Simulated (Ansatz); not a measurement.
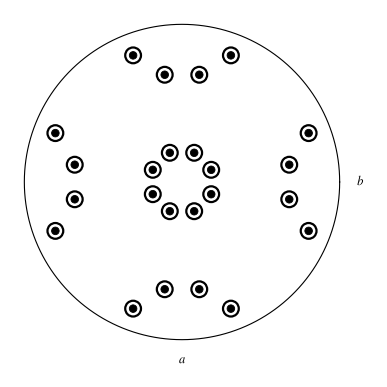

Stereographic projection: filled dots lie in the upper hemisphere, open rings in the lower. The c axis points at the viewer. The poles are all faces of one general form. Computed from the symmetry operations of a computed or model structure of composition CdF2.

**Which point group is this?**

m-3m (Oh), order 48, cubic system: three fourfold axes, four threefold axes, six twofold axes, nine mirror planes, an inversion centre.

**Which physical properties does it allow?**

It is centrosymmetric, so neither piezoelectric nor pyroelectric; it is not chiral.
